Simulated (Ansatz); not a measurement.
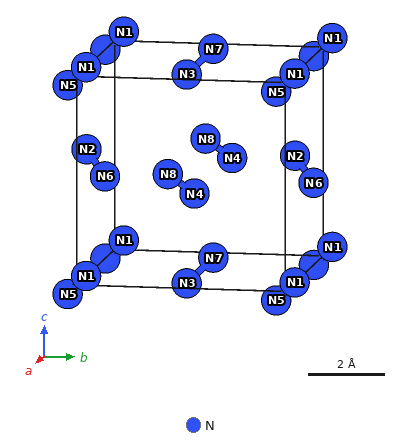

*The structure (ball-and-stick view of the cell of the calculation, seen slightly off an axis; atoms are numbered from 1 in the order of the input).*

## N: single-point calculation

System: N (Pa-3, 8 atoms in the cell).
Method: DFT, r2SCAN, plane waves, PAW, no spin polarisation (Ansatz 0.2.0).

The structure derives from an entry of the Crystallography Open Database. Some settings of this run were made unusual or wrong on purpose. Figures and captions count atoms from 1; the log counts them from 0 in places.

**Input**
```yaml
crystal:
  lattice:
    - [5.644, 0.0, 0.0]
    - [0.0, 5.644, 0.0]
    - [0.0, 0.0, 5.644]
  atoms:
    - { symbol: "N", position: [0.054, 0.054, 0.054] }
    - { symbol: "N", position: [0.446, 0.946, 0.554] }
    - { symbol: "N", position: [0.554, 0.446, 0.946] }
    - { symbol: "N", position: [0.946, 0.554, 0.446] }
    - { symbol: "N", position: [0.946, 0.946, 0.946] }
    - { symbol: "N", position: [0.554, 0.054, 0.446] }
    - { symbol: "N", position: [0.446, 0.554, 0.054] }
    - { symbol: "N", position: [0.054, 0.446, 0.554] }
  symmetry: { tolerance: 0.0003 }
kpoints:
  mp_grid: { grid: [3, 3, 3], shift: [0, 0, 0] }
magnetization:
  spin_polarized: false
scf:
  occupations: { method: fermi_dirac }
  max_iter: 75
hamiltonian:
  pseudopotentials: { kind: paw }
  xc: r2scan
basis:
  ecutwfc: "20 eV"
output:
  forces: true
  stress: true
  eigenvalues: true
```

Machine: 1 thread of an Arm (aarch64) CPU, shared host.

Run as:
```bash
ansatz run input.yaml --threads 1 --pin off --max-ram 2560MiB --backend cpu --events-out ev --progress --plain --runs-dir out
```

**Log**
```
Warning: basis.ecutwfc = 20 eV is below the records' recommended 500 eV, and the density's cutoff is lower with it unless basis.ecutrho_ratio is high enough to keep the records' density cutoff: compare with a run at a higher cutoff
Engine: ansatz 0.2.0, aarch64-unknown-linux-gnu
Pseudopotentials: kind: paw
Pseudopotential: N, paw, valence charge 5, recommended cutoff 500 eV (meta_gga), N.paw.azcp
Functional definition: r2SCAN
  parameter k0 = 0.174
  parameter k1 = 0.065
  parameter a1 = 4.9479
  exchange = r2scan_x(k0 = k0, k1 = k1, a1 = a1)
  correlation = r2scan_c
Crystal: 8 atoms, lattice volume = 179.788 Å³
Basis set: ecut = 20 eV, 33 PW (Γ), exchange–correlation on 36×36×36 points (64 copies of the dense FFT grid, shifted against one another)
Bands: 28, of which v1, the nominal top of the filled ones, is band 20 counted from 1 (19 counted from 0)
Symmetry: 24 space group operations
Space group: Pa-3 (ITA 205), of the structure as read, at distance tolerance 1.7e-3 Å
k-points: 4 of 27
Non-local potential: N, projectors of the file, l = 0: 2, l = 1: 2, l = 2: 1
PAW form: soft (Blöchl's): semilocal exchange-correlation on the pseudo side does not see the compensation charge
PAW frozen core: N, regenerated for the run's functional (the file was generated under x = pbe(κ = 0.804, μ = 0.2195149727645171), c = pbe(β = 0.06672455060314922))
PAW one-centre angular grid: N, 302 points (default); XC on 160 Gauss nodes
Initial density: superposition of atomic densities (neutral atoms: chi_scale 0, normalization atom), corrected by the library's trained network
Initial wavefunctions: pseudopotential atomic-orbital guess
Functional: x = r2scan, c = r2scan; τ floored in thin density (d = 2e-4 eV/Å³)
SCF iter   1: F=—  HF=-2526.447435 eV  |F-HF|=—  |Δ(HF+E_count)|=         —  Δρ=5.21e-1  dr2=7.79e2  dr2_τ=2.50e1  ethr=1.77e-3  ⟨swp⟩=1.0  Hψ=146  notcnv=0
preconditioner: auto → LDOS  [metal: Δε(μ)=0.077 eV  Ē_g=7.279 eV  σ=0.100 eV  W_gap=0.19  n_scr=26 (ndim 8)  ℏωp=15.8 eV  f_vac=0.422  D(μ)=6.35/eV (n_scr^D=56)  β→1.0]
SCF iter   2: F=—  HF=-2008.291919 eV  |F-HF|=—  |Δ(HF+E_count)|=    5.18e2  Δρ=9.41e-2  dr2=3.46e1  dr2_τ=1.48e-2  ethr=1.77e-3  ⟨swp⟩=1.8  Hψ=193  notcnv=0
SCF iter   3: F=—  HF=-1987.533311 eV  |F-HF|=—  |Δ(HF+E_count)|=    2.08e1  Δρ=6.74e-3  dr2=1.89e-1  dr2_τ=1.65e-4  ethr=1.77e-3  ⟨swp⟩=1.5  Hψ=161  notcnv=0
SCF iter   4: F=—  HF=-1987.441866 eV  |F-HF|=—  |Δ(HF+E_count)|=   9.14e-2  Δρ=5.52e-4  dr2=1.07e-3  dr2_τ=2.31e-6  ethr=4.73e-4  ⟨swp⟩=1.0  Hψ=141  notcnv=0
SCF iter   5: F=—  HF=-1987.441535 eV  |F-HF|=—  |Δ(HF+E_count)|=   3.31e-4  Δρ=4.13e-5  dr2=4.31e-6  dr2_τ=5.62e-9  ethr=2.68e-6  ⟨swp⟩=1.5  Hψ=114  notcnv=0
SCF iter   6: F=—  HF=-1987.441536 eV  |F-HF|=—  |Δ(HF+E_count)|=   1.41e-6  Δρ=6.24e-6  dr2=8.77e-8  dr2_τ=1.42e-10  ethr=2.50e-10  ⟨swp⟩=3.8  Hψ=303  notcnv=0
SCF iter   7: F=-1987.441536 eV  HF=-1987.441536 eV  |F-HF|=3.23e-11  |Δ(HF+E_count)|=   4.48e-9  Δρ=3.97e-7  dr2=3.72e-10  dr2_τ=2.02e-13  ethr=2.19e-10  ⟨swp⟩=1.8  Hψ=254  notcnv=0
SCF 1 converged in 7 iterations: F = -1987.441536 eV  dr2 = 3.72e-10
  greatest PAW one-centre occupation: 0.485 electrons in one spin orbital (limit 2), on the N atom at site 7 (counted from 0), in its partial waves of l = 0
SCF converged after 7 iterations
Free energy (F): -1987.441536 eV
Harris-Foulkes:  -1987.441536 eV  (|F-HF|=3.23e-11)
Internal energy: -1987.403270 eV  (E = F + TS)
E sigma→0 (E₀):  -1987.422403 eV
Entropy (-TS):   -0.038266 eV (-4.783 meV/atom)
Fermi energy:    10.619527 eV
--- Per-component energies (eV) ---
  E_band       = -257.793588
  E_kinetic    = 400.388429
  E_local      = -353.976427  (includes V_loc(G=0)·N_el)
  E_nonlocal   = 70.184846
  E_hartree    = 30.184092
  E_xc         = -317.908239
  E_vxc        = -443.541367  (∫ρ·V_xc dr)
  E_paw        = -908.960671  (= ΣΔE_a)
  E_vpaw       = -11.836769  (= ΣTr[D̂ρ^β])
  E_aug_tail   = -2.123423  (compensation charges beyond the density's cutoff)
  E_vtau       = 22.742866  (kinetic-family band-sum trace: ∫τ·v_τ [+ j·A + Jᵃ·Aᵃ] dr)
  E_ewald      = -904.955360
  E_core_change = -0.236517  (= ΣΔE_core)
  E_smearing   = -0.038266  (= −TS)
  E_closure    = 0.000000  (closes the sum)
  Σ components = -1987.441536   (vs F -1987.441536, Δ=0.00e0)
--- Forces (eV/Å), atoms counted from 1 ---
  atom   1  N    154.19404391   154.19404391   154.19404391
  atom   2  N   -154.19404391  -154.19404391   154.19404391
  atom   3  N    154.19404391  -154.19404391  -154.19404391
  atom   4  N   -154.19404391   154.19404391  -154.19404391
  atom   5  N   -154.19404391  -154.19404391  -154.19404391
  atom   6  N    154.19404391   154.19404391  -154.19404391
  atom   7  N   -154.19404391   154.19404391   154.19404391
  atom   8  N    154.19404391  -154.19404391   154.19404391
  max |Σ_I F_I| component: 5.68e-14 eV/Å
--- Stress (GPa, compression-positive) ---
     -138.254830       0.000000       0.000000
        0.000000    -138.254830       0.000000
        0.000000       0.000000    -138.254830
  P = ⅓ Tr σ = -138.2548 GPa (-1382.548 kbar)
--- Band table (eV) ---
  k-point 0: bands = ["-47.0179", "-29.9656", "-29.9656", "-29.9656", "-8.3235", "-8.3235", "-8.3235", "-0.9396", "1.1922", "1.1922", "1.1922", "3.2594", "3.2594", "3.2594", "3.6803", "3.6803", "4.9439", "9.0585", "9.0585", "9.0585", "10.1707", "10.1707", "10.1707", "12.1130", "12.1130", "12.1130", "13.4533", "13.4533"]
  k-point 1: bands = ["-44.9364", "-34.1693", "-34.1166", "-29.5980", "-9.4215", "-8.1554", "-5.4035", "-4.6776", "-1.3713", "0.9961", "1.1847", "1.4095", "1.8429", "2.5745", "3.6854", "3.6958", "6.3143", "9.4364", "10.0566", "10.6173", "11.1704", "11.2296", "11.3730", "11.8694", "12.2849", "12.9186", "13.5737", "13.8822"]
  k-point 2: bands = ["-39.4012", "-37.7070", "-35.4049", "-35.4029", "-9.3426", "-6.5429", "-6.3766", "-6.2496", "-1.2677", "-0.7298", "0.6351", "1.1445", "1.1700", "1.6519", "2.2725", "2.3014", "8.5339", "9.0425", "9.5741", "10.0432", "11.4568", "11.5110", "11.8980", "12.1368", "12.4321", "12.4978", "12.7613", "14.1824"]
  k-point 3: bands = ["-39.5846", "-36.1733", "-36.1733", "-35.0748", "-7.9636", "-6.9635", "-6.9635", "-4.7534", "-0.7455", "-0.7455", "0.6240", "1.0433", "1.0433", "1.8218", "2.0512", "2.0512", "7.6603", "8.5878", "8.5878", "8.6606", "11.2586", "11.8562", "11.8562", "12.2297", "12.2297", "12.9141", "13.2738", "13.2738"]
```

**What the run reported**

```csv
quantity,value
outcome,converged
space group (tolerance 0.01 Å),Pa-3 (205)
electrons treated,40
free energy,−1987.4415 eV
Fermi energy,10.620 eV
pressure,−138.25 GPa
largest force (length of the vector),267.072 eV/Å
peak memory,0.22 GiB
```

This input holds a deliberate fault: a cutoff far too low (`basis.ecutwfc`). The plane-wave basis is far from complete, so energies, forces and above all the stress are wrong. The run converged all the same; its numbers are those of the faulty input and shouldn't be used. Warnings of the run: the cutoff is below the recommended one.
